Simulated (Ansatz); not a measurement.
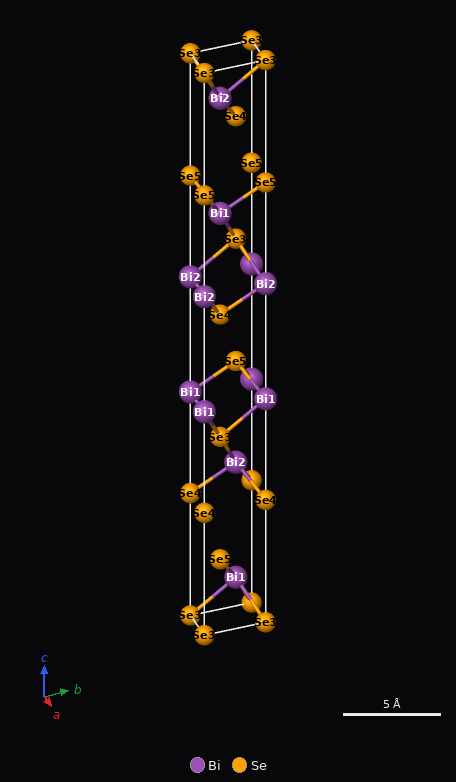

Figure 1. The structure (ball-and-stick view of the cell 3 times as large as that of the calculation, set on its symmetry axes, seen slightly off an axis; atoms are numbered from 1 in the order of the input).

## Run report: Bi2Se3, single-point calculation

The run: single-point calculation of Bi2Se3 (R-3m, 5 atoms in the cell). Method and program: DFT, HSE06, plane waves, PAW, no spin polarisation (Ansatz 0.2.0).

The structure derives from an entry of the Crystallography Open Database. The geometry comes from this level: r2SCAN. Figures and captions count atoms from 1; the log counts them from 0 in places.

## Log
```
Warning: output.stress: scf.convergence.dr2_threshold = 1e-7 eV (the SCF's general default) is looser than the 5e-10 eV advised for a printed stress (1e-10 eV for each atom of the cell: 5). What an SCF threshold leaves in a stress goes as its square root, and in the free energy as the threshold itself, and one threshold admits the most on a small cell: of the crystals measured, under no hybrid functional and no lock of the moments, on runs that ended without the residual-converged pass, on stresses that held no estimate of that error, the worst erred by over 100 MPa in a component at 1e-7 eV an atom and by under 5 at 1e-10. Set scf.convergence.dr2_threshold to 5e-10 eV or tighter. The threshold is an SCF's pass mark: one that does not reach it within its budget of iterations ends unconverged, or closes short of it on a stop that the run arms, and scf.convergence.dr2_threshold's page says what that costs each kind of run
Warning: output.stress: scf.exx.energy_threshold = 1e-6 eV is looser than the 5e-8 eV advised for a stress under a hybrid functional (1e-8 eV for each atom of the cell: 5). Every SCF of the exchange loop can meet its threshold on dr2 while the loop round them stops early: no threshold on dr2 bounds what that leaves in the stress. Set scf.exx.energy_threshold to 5e-8 eV or tighter. The threshold is the loop's pass mark: a loop that does not reach it within its budget of cycles ends unconverged, and scf.exx.energy_threshold's page has the law
basis.fft_grid_basis auto: the FFT boxes are laid along the combinations [[1, 0, -1], [0, 1, -1], [0, 0, 1]] of the cell's own vectors, 4.162, 4.162 and 10.349 Å long. The dense box has 30×30×72 points. Along the cell's own vectors, as sized, it would have 72×72×72, 5.76 times as many. Of the 12 symmetry operations that the crystal satisfies within crystal.symmetry.tolerance (time reversal apart; of a slab, those that keep its plane) the dense box along the cell's own vectors carries 12, and the one as laid loses 8 of those. basis.fft_grid_basis: typed keeps the cell's own vectors: state it where this run's energies or levels are differenced outside the engine with another run's, or held beside a run that keeps those vectors.
scf.n_extra_bands = 5 over 39 filled bands (N_el = 78.0): the run solves 44 bands
Engine: ansatz 0.2.0, aarch64-unknown-linux-gnu
Pseudopotentials: kind: paw
Pseudopotential: Bi, paw, valence charge 15, recommended cutoff 420 eV (normal), Bi.paw.azcp
Pseudopotential: Se, paw, valence charge 16, recommended cutoff 420 eV (normal), Se.paw.azcp
Functional definition: HSE06
  parameter a = 0.25
  parameter omega = 0.11/bohr
  exchange = pbe_x - a*pbe_x_sr(omega) + a*exact_x_sr(omega)
  correlation = pbe_c
davidson cushion auto → on  (no smearing: the cushion is to keep the highest requested band from converging to the state above it; pin scf.eigensolver.cushion to override)
Crystal: 5 atoms, lattice volume = 151.015 Å³
Basis set: ecut = 420 eV, 2901 PW (Γ), FFT grids on a1−a3, a2−a3, a3, exchange–correlation on 60×60×144 points (8 copies of the dense FFT grid, shifted against one another)
Bands: 44, of which v1, the nominal top of the filled ones, is band 39 counted from 1 (38 counted from 0)
Symmetry: 12 space group operations
Space group: R-3m (ITA 166), of the structure as read, at distance tolerance 5.3e-5 Å
k-points: 13 of 64
Non-local potential: Bi, projectors of the file, l = 0: 2, l = 1: 2, l = 2: 2, l = 3: 2
Non-local potential: Se, projectors of the file, l = 0: 2, l = 1: 2, l = 2: 3, l = 3: 1
PAW form: soft (Blöchl's): semilocal exchange-correlation on the pseudo side does not see the compensation charge
PAW frozen core: Bi, regenerated for the run's functional, and the local potential with it (the file was generated under x = pbe(κ = 0.804, μ = 0.2195149727645171), c = pbe(β = 0.06672455060314922))
PAW frozen core: Se, regenerated for the run's functional, and the local potential with it (the file was generated under x = pbe(κ = 0.804, μ = 0.2195149727645171), c = pbe(β = 0.06672455060314922))
PAW one-centre angular grid: Bi, 590 points (default); XC on 64 Gauss nodes
PAW one-centre angular grid: Se, 590 points (default); XC on 64 Gauss nodes
Initial density: superposition of atomic densities (neutral atoms: chi_scale 0, normalization atom), corrected by the library's trained network
Initial wavefunctions: pseudopotential atomic-orbital guess
Functional: x = pbe(κ = 0.804, μ = 0.2195149727645171), c = pbe(β = 0.06672455060314922), warm-up for x = pbe(κ = 0.804, μ = 0.2195149727645171) + 0.25 (exact − pbe) at short range (hse, ω = 0.20786987370883472 Å⁻¹), c = pbe(β = 0.06672455060314922); HSE06 as pw.x's `hse` composes it (authors' and Libxc's form: `xc: wpbeh`)
SCF iter   1: F=—  HF=-41202.291457 eV  |F-HF|=—  |Δ(HF+E_count)|=         —  Δρ=1.28e-3  dr2=3.28e-3  ethr=1.77e-3  ⟨swp⟩=5.9  Hψ=2244  notcnv=0
preconditioner: auto → none  [insulator: Δε(μ)=0.546 eV  Ē_g=8.292 eV  n_scr=42 (ndim 8)  ℏωp=16.0 eV  f_vac=0.077]
SCF iter   2: F=—  HF=-41202.293509 eV  |F-HF|=—  |Δ(HF+E_count)|=   2.05e-3  Δρ=5.81e-4  dr2=9.24e-4  ethr=4.21e-6  ⟨swp⟩=4.6  Hψ=2297  notcnv=0
SCF iter   3: F=—  HF=-41202.293701 eV  |F-HF|=—  |Δ(HF+E_count)|=   1.91e-4  Δρ=4.22e-4  dr2=1.48e-3  ethr=1.18e-6  ⟨swp⟩=4.0  Hψ=1476  notcnv=0
iter 4 solved again at ethr=9.29e-8 eV; its pass at ethr=1.18e-6 eV (dr2=7.25e-5 eV) is discarded
SCF iter   4: F=—  HF=-41202.293622 eV  |F-HF|=—  |Δ(HF+E_count)|=   7.80e-5  Δρ=2.20e-4  dr2=7.40e-5  ethr=9.29e-8  ⟨swp⟩=3.0  Hψ=2627  notcnv=0
SCF iter   5: F=-41202.293721 eV  HF=-41202.293685 eV  |F-HF|=3.62e-5  |Δ(HF+E_count)|=   6.26e-5  Δρ=1.18e-4  dr2=1.36e-5  ethr=9.29e-8  ⟨swp⟩=3.0  Hψ=1394  notcnv=0
SCF 1 stopped early in 5 iterations: F = -41202.293721 eV  dr2 = 1.36e-5
  greatest PAW one-centre occupation: 1.000 electrons in one spin orbital (limit 2), on the Se atom at site 4 (counted from 0), in its partial waves of l = 2
Initial density: handed on by an earlier stage of this run
Initial wavefunctions: those handed on with the density
Functional: x = pbe(κ = 0.804, μ = 0.2195149727645171) + 0.25 (exact − pbe) at short range (hse, ω = 0.20786987370883472 Å⁻¹), c = pbe(β = 0.06672455060314922); HSE06 as pw.x's `hse` composes it (authors' and Libxc's form: `xc: wpbeh`)
Exchange kernel: α = 0.2500, screened, ω = 0.2079 Å⁻¹, Wigner–Seitz truncation, v(0) = 1038.7629 eV·Å³, q-mesh 4×4×4, nearest image of the exchange supercell L = 16.65 Å, pair-density grid 24×24×72, without the augmentation charges, whose exchange is taken in its separable form by FFT convolution over the k-point mesh (the finest that the files' search goes to), smooth part of the exact exchange by density-matrix convolution
Frozen-core exchange: fock
SCF iter   1: F=—  HF=-41214.037943 eV  |F-HF|=—  |Δ(HF+E_count)|=         —  Δρ=4.74e-3  dr2=5.09e-2  ethr=1.75e-7  ⟨swp⟩=8.4  Hψ=3346  notcnv=0
preconditioner: auto → none  [insulator: Δε(μ)=1.015 eV  Ē_g=9.474 eV  n_scr=42 (ndim 8)  ℏωp=16.0 eV  f_vac=0.079]
SCF iter   2: F=—  HF=-41214.026727 eV  |F-HF|=—  |Δ(HF+E_count)|=   1.12e-2  Δρ=3.52e-3  dr2=9.04e-2  ethr=1.75e-7  ⟨swp⟩=6.5  Hψ=2767  notcnv=0
SCF iter   3: F=—  HF=-41214.023255 eV  |F-HF|=—  |Δ(HF+E_count)|=   3.47e-3  Δρ=2.59e-3  dr2=6.97e-2  ethr=1.75e-7  ⟨swp⟩=6.0  Hψ=2476  notcnv=0
SCF iter   4: F=—  HF=-41214.015118 eV  |F-HF|=—  |Δ(HF+E_count)|=   8.14e-3  Δρ=1.17e-3  dr2=1.05e-2  ethr=1.75e-7  ⟨swp⟩=5.2  Hψ=2200  notcnv=0
SCF iter   5: F=—  HF=-41214.031592 eV  |F-HF|=—  |Δ(HF+E_count)|=   1.65e-2  Δρ=1.01e-3  dr2=3.38e-3  ethr=1.75e-7  ⟨swp⟩=5.0  Hψ=2446  notcnv=0
SCF iter   6: F=—  HF=-41214.030969 eV  |F-HF|=—  |Δ(HF+E_count)|=   6.23e-4  Δρ=3.24e-4  dr2=3.22e-4  ethr=1.75e-7  ⟨swp⟩=4.0  Hψ=1897  notcnv=0
SCF iter   7: F=—  HF=-41214.031502 eV  |F-HF|=—  |Δ(HF+E_count)|=   5.33e-4  Δρ=1.84e-4  dr2=2.44e-4  ethr=1.75e-7  ⟨swp⟩=4.0  Hψ=1601  notcnv=0
SCF iter   8: F=—  HF=-41214.031468 eV  |F-HF|=—  |Δ(HF+E_count)|=   3.46e-5  Δρ=3.60e-5  dr2=1.06e-5  ethr=1.75e-7  ⟨swp⟩=3.0  Hψ=1329  notcnv=0
SCF iter   9: F=—  HF=-41214.031493 eV  |F-HF|=—  |Δ(HF+E_count)|=   2.59e-5  Δρ=4.95e-5  dr2=2.27e-5  ethr=6.53e-9  ⟨swp⟩=4.2  Hψ=1630  notcnv=0
SCF iter  10: F=-41214.031490 eV  HF=-41214.031490 eV  |F-HF|=7.19e-8  |Δ(HF+E_count)|=   3.13e-6  Δρ=3.96e-6  dr2=7.51e-7  ethr=6.53e-9  ⟨swp⟩=4.0  Hψ=1408  notcnv=0
SCF 2 stopped early in 10 iterations: F = -41214.031490 eV  dr2 = 7.51e-7
  Residual-converged pass: ⟨swp⟩=4.0  Hψ=1843  notcnv=0  max |occ|·‖R‖ = 6.4e-6 eV (tolerance 6.7e-6 eV)  dr2=7.49e-7  dr2_onsite=5.04e-9  max |Δocc| = 0.0e0
hybrid outer 1: dexx = +2.062e-2 eV, tail = 1.43e-4 eV
Exchange kernel: α = 0.2500, screened, ω = 0.2079 Å⁻¹, Wigner–Seitz truncation, v(0) = 1038.7629 eV·Å³, q-mesh 4×4×4, nearest image of the exchange supercell L = 16.65 Å, pair-density grid 24×24×72, without the augmentation charges, whose exchange is taken in its separable form by FFT convolution over the k-point mesh (the finest that the files' search goes to), smooth part of the exact exchange by density-matrix convolution
Frozen-core exchange: fock
SCF iter   1: F=—  HF=-41214.031530 eV  |F-HF|=—  |Δ(HF+E_count)|=         —  Δρ=4.87e-5  dr2=3.29e-6  ethr=9.16e-7  ⟨swp⟩=2.1  Hψ=1262  notcnv=0
preconditioner: auto → none  [insulator: Δε(μ)=1.013 eV  Ē_g=9.462 eV  n_scr=42 (ndim 8)  ℏωp=16.0 eV  f_vac=0.079]
SCF iter   2: F=—  HF=-41214.031532 eV  |F-HF|=—  |Δ(HF+E_count)|=   2.42e-6  Δρ=2.29e-5  dr2=5.03e-7  ethr=3.85e-9  ⟨swp⟩=4.0  Hψ=2198  notcnv=0
SCF iter   3: F=—  HF=-41214.031534 eV  |F-HF|=—  |Δ(HF+E_count)|=   1.29e-6  Δρ=1.42e-5  dr2=3.02e-7  ethr=4.05e-10  ⟨swp⟩=4.1  Hψ=1906  notcnv=0
SCF iter   4: F=—  HF=-41214.031534 eV  |F-HF|=—  |Δ(HF+E_count)|=   5.63e-8  Δρ=2.79e-6  dr2=1.19e-8  ethr=3.54e-10  ⟨swp⟩=3.0  Hψ=1317  notcnv=0
SCF iter   5: F=—  HF=-41214.031534 eV  |F-HF|=—  |Δ(HF+E_count)|=   2.57e-8  Δρ=9.62e-7  dr2=2.30e-9  ethr=1.04e-11  ⟨swp⟩=4.5  Hψ=1672  notcnv=0  defer=1
SCF iter   6: F=-41214.031534 eV  HF=-41214.031534 eV  |F-HF|=1.96e-10  |Δ(HF+E_count)|=   1.19e-9  Δρ=3.38e-7  dr2=2.05e-10  ethr=2.46e-12  ⟨swp⟩=3.7  Hψ=1653  notcnv=0
SCF 3 converged in 6 iterations: F = -41214.031534 eV  dr2 = 2.05e-10
  Residual-converged pass: ⟨swp⟩=3.0  Hψ=1465  notcnv=0  max |occ|·‖R‖ = 6.5e-7 eV (tolerance 7.0e-7 eV)  dr2=2.03e-10  dr2_onsite=4.15e-10  max |Δocc| = 0.0e0
hybrid outer 2: dexx = +1.524e-6 eV, tail = 5.06e-8 eV, Δε = 1.76e-3 eV (about 5.65e-5 eV left of the loop's levels), ΔF = 9.78e-3 eV/Å (tail 1.47e-3)
Exchange kernel: α = 0.2500, screened, ω = 0.2079 Å⁻¹, Wigner–Seitz truncation, v(0) = 1038.7629 eV·Å³, q-mesh 4×4×4, nearest image of the exchange supercell L = 16.65 Å, pair-density grid 24×24×72, without the augmentation charges, whose exchange is taken in its separable form by FFT convolution over the k-point mesh (the finest that the files' search goes to), smooth part of the exact exchange by density-matrix convolution
Frozen-core exchange: fock
SCF iter   1: F=—  HF=-41214.031534 eV  |F-HF|=—  |Δ(HF+E_count)|=         —  Δρ=1.32e-6  dr2=3.77e-9  ethr=3.24e-10  ⟨swp⟩=3.0  Hψ=1282  notcnv=0
preconditioner: auto → none  [insulator: Δε(μ)=1.014 eV  Ē_g=9.462 eV  n_scr=42 (ndim 8)  ℏωp=16.0 eV  f_vac=0.079]
SCF iter   2: F=-41214.031534 eV  HF=-41214.031534 eV  |F-HF|=7.28e-12  |Δ(HF+E_count)|=  8.00e-11  Δρ=2.33e-7  dr2=1.93e-10  ethr=3.65e-12  ⟨swp⟩=4.0  Hψ=2107  notcnv=0
SCF 4 converged in 2 iterations: F = -41214.031534 eV  dr2 = 1.93e-10
  Residual-converged pass: ⟨swp⟩=2.0  Hψ=1159  notcnv=0  max |occ|·‖R‖ = 1.2e-6 eV (tolerance 1.3e-6 eV)  dr2=1.93e-10  dr2_onsite=2.91e-11  max |Δocc| = 0.0e0
```

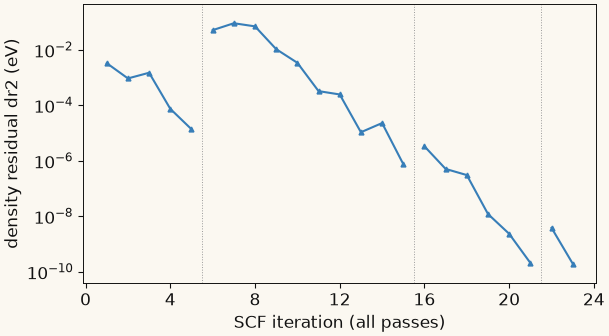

Figure 2. Convergence of the self-consistent field: density residual dr2 against the SCF iteration. The run starts with a semilocal functional; after that each stretch between dotted lines is one SCF of the hybrid functional between two exact rebuilds of the exchange operator by the outer loop. Early passes are stopped at a loose threshold. The passes take 5, 10, 6 and 2 iterations.

```
hybrid outer 3: dexx = +7.404e-10 eV, tail = 4.57e-10 eV, Δε = 6.64e-5 eV (about 1.15e-5 eV left of the loop's levels), ΔF = 1.90e-4 eV/Å (tail 1.51e-4)
the search or the solves at the SCF's close seem to have found levels that the self-consistency loop had missed (the run counts 1). By its estimate they hold under 1e-12 electrons; where the run keeps them, the occupations were computed again with them
NSCF: frozen V_eff on 8 k-points
hybrid SCF converged: 3 outer / 18 inner (+5 warm-up), last move |dexx| = 7.40e-10 eV, tail = 4.57e-10 eV
Stability not checked: this state was not tested for a lower state beside it, because the functional holds exact exchange (a hybrid, or Hartree-Fock), whose exchange loop this test does not read (fock_operator; see scf.lower_state_search)
Free energy (F): -41214.031534 eV
Frozen-core exchange: fock
Harris-Foulkes:  -41214.031534 eV  (|F-HF|=7.28e-12)
Internal energy: -41214.031534 eV  (E = F + TS)
E sigma→0 (E₀):  -41214.031534 eV
Fermi energy:    7.524978 eV
--- Per-component energies (eV) ---
  E_band       = -1605.677590
  E_kinetic    = 950.467023
  E_local      = -10981.745401  (includes V_loc(G=0)·N_el)
  E_nonlocal   = -661.339040
  E_hartree    = 4892.179311
  E_xc         = -494.384866
  E_vxc        = -466.231810  (∫ρ·V_xc dr)
  E_exx        = -274.112492  (= α·E_x^exact, valence–valence)
  E_paw        = -26914.293403  (= ΣΔE_a)
  E_vpaw       = 317.040941  (= ΣTr[D̂ρ^β])
  E_aug_tail   = -0.002608  (compensation charges beyond the density's cutoff)
  E_ewald      = -7727.890020
  E_core_change = -2.910036  (= ΣΔE_core)
  E_smearing   = -0.000000  (= −TS)
  E_closure    = -0.000000  (closes the sum)
  Σ components = -41214.031534   (vs F -41214.031534, Δ=0.00e0)
--- Forces (eV/Å), atoms counted from 1 ---
  atom   1  Bi     0.00000000    -0.00000000     0.06150264
  atom   2  Bi     0.00000000     0.00000000    -0.06150264
  atom   3  Se     0.00000000     0.00000000     0.00000000
  atom   4  Se     0.00000000    -0.00000000     0.19537063
  atom   5  Se     0.00000000     0.00000000    -0.19537063
  max |Σ_I F_I| component: 1.84e-30 eV/Å
--- Stress (GPa, compression-positive) ---
       -0.725370       0.000000      -0.000000
        0.000000      -0.725370       0.000000
        0.000000       0.000000      -0.761255
  P = ⅓ Tr σ = -0.7373 GPa (-7.373 kbar)
--- Band table (eV; the first three rows and the last of 13) ---
  k-point 0: bands = ["-43.3781", "-43.3781", "-43.3781", "-43.3781", "-43.3639", "-43.3639", "-43.3638", "-43.3638", "-43.3570", "-43.3570", "-43.2481", "-43.2377", "-43.2377", "-43.1975", "-43.1975", "-17.3461", "-17.3461", "-17.3434", "-17.3434", "-17.3255", "-17.3232", "-17.3174", "-17.3174", "-17.3145", "-17.3145", "-7.8566", "-7.2081", "-6.1126", "-2.5345", "-1.4456", "5.5402", "5.7216", "5.7227", "5.7227", "5.8710", "5.8710", "6.4127", "6.4127", "7.5250", "8.5387", "9.8037", "9.8037", "10.4581", "11.0498"]
  k-point 1: bands = ["-43.3781", "-43.3781", "-43.3780", "-43.3780", "-43.3639", "-43.3639", "-43.3638", "-43.3638", "-43.3569", "-43.3569", "-43.2481", "-43.2377", "-43.2377", "-43.1975", "-43.1975", "-17.3578", "-17.3535", "-17.3387", "-17.3359", "-17.3241", "-17.3203", "-17.3161", "-17.3133", "-17.3127", "-17.3108", "-7.2612", "-6.6912", "-5.8288", "-2.8997", "-2.2367", "3.3197", "4.0455", "4.4604", "4.7042", "5.2750", "6.0547", "6.3311", "6.4073", "7.1813", "9.4563", "10.3920", "10.5354", "11.1876", "11.6863"]
  k-point 2: bands = ["-43.3781", "-43.3781", "-43.3780", "-43.3779", "-43.3639", "-43.3639", "-43.3638", "-43.3637", "-43.3569", "-43.3569", "-43.2481", "-43.2377", "-43.2377", "-43.1975", "-43.1974", "-17.3706", "-17.3646", "-17.3367", "-17.3320", "-17.3285", "-17.3245", "-17.3071", "-17.3043", "-17.3037", "-17.3029", "-5.9823", "-5.9231", "-5.8875", "-3.7676", "-3.2872", "2.0125", "3.9077", "3.9560", "4.1331", "4.6858", "4.8641", "5.7620", "6.3226", "6.9640", "9.2383", "10.4663", "11.2964", "11.4149", "12.4637"]
  k-point 12: bands = ["-43.3781", "-43.3781", "-43.3781", "-43.3781", "-43.3639", "-43.3639", "-43.3638", "-43.3638", "-43.3570", "-43.3570", "-43.2481", "-43.2377", "-43.2377", "-43.1975", "-43.1975", "-17.3461", "-17.3461", "-17.3434", "-17.3434", "-17.3254", "-17.3233", "-17.3174", "-17.3174", "-17.3145", "-17.3145", "-7.7856", "-7.3637", "-5.9718", "-2.7804", "-1.2136", "5.0293", "5.6760", "5.6760", "5.9763", "5.9763", "6.3379", "6.3379", "6.4054", "7.1882", "8.7177", "9.9485", "9.9485", "10.4050", "10.8772"]
```

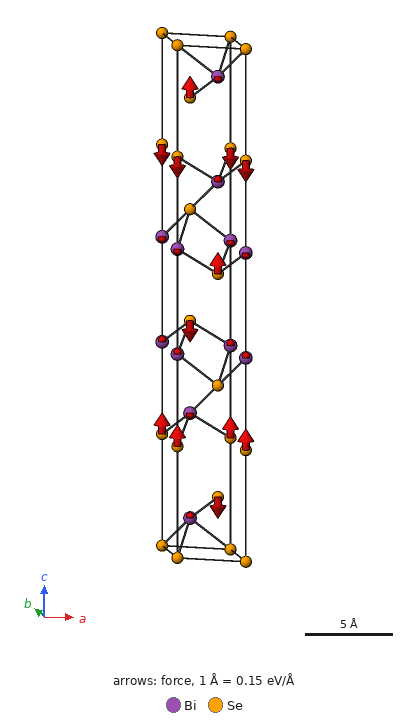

Figure 3. Forces on the atoms as red arrows (ball-and-stick view of the cell 3 times as large as that of the calculation, set on its symmetry axes, seen slightly off an axis). The largest act on Se4, Se5 (0.20 eV/Å); Bi1, Bi2 (0.06 eV/Å). Atoms are counted from 1 in the order of the input and aren't labelled in the picture. The geometry is not a stationary point of this energy.

The run was set up as follows.

## Input
```yaml
crystal:
  lattice:
    - [2.0810950888, 1.2015208097, 10.0657286619]
    - [-2.0810950888, 1.2015208097, 10.0657286619]
    - [0.0, -2.4030416195, 10.0657286619]
  atoms:
    - { symbol: Bi, position: [0.3976387545, 0.3976387545, 0.3976387545] }
    - { symbol: Bi, position: [0.6023612455, 0.6023612455, 0.6023612455] }
    - { symbol: Se, position: [0.0, 0.0, 0.0] }
    - { symbol: Se, position: [0.2176967666, 0.2176967666, 0.2176967666] }
    - { symbol: Se, position: [0.7823032334, 0.7823032334, 0.7823032334] }
kpoints:
  mp_grid: { grid: [4, 4, 4] }
  band_path:
    path:
      - [0.0, 0.0, 0.0]
      - [0.5, 0.5, 0.5]
      - [0.8238342675, 0.1761657325, 0.5]
      - [0.5, -0.1761657325, 0.1761657325]
      - [0.5, 0.0, 0.0]
      - [0.3380828662, -0.3380828662, 0.0]
      - [0.6619171338, 0.0, 0.3380828662]
      - [0.5, 0.0, 0.5]
    npoints: 1
hamiltonian:
  xc: hse06
scf:
  occupations: { method: fixed }
  n_extra_bands: 5
output:
  forces: true
  stress: true
  eigenvalues: true
```

Run as:
```bash
ansatz run input.yaml --threads 4 --pin off --max-ram 9216MiB --backend cpu --events-out ev --progress --plain --runs-dir out
```

## Key numbers

```csv
quantity,value
outcome,converged
space group (tolerance 0.01 Å),R-3m (166)
electrons treated,78
free energy,−41214.0315 eV
Fermi energy,7.525 eV
gap on the k-point mesh,1.01 eV
pressure,−0.74 GPa
largest force (length of the vector),0.195 eV/Å
hardware,"4 threads of Arm Neoverse V2, 24 GiB of memory available, shared host"
wall time,2.1 min (CPU time 7.8 min)
peak memory,2.8 GiB
```

## Remarks

Warnings of the run: the exchange loop's threshold is looser than advised for the stress; the SCF threshold is looser than advised for the printed stress. Spin–orbit coupling is left out, which matters for Bi.
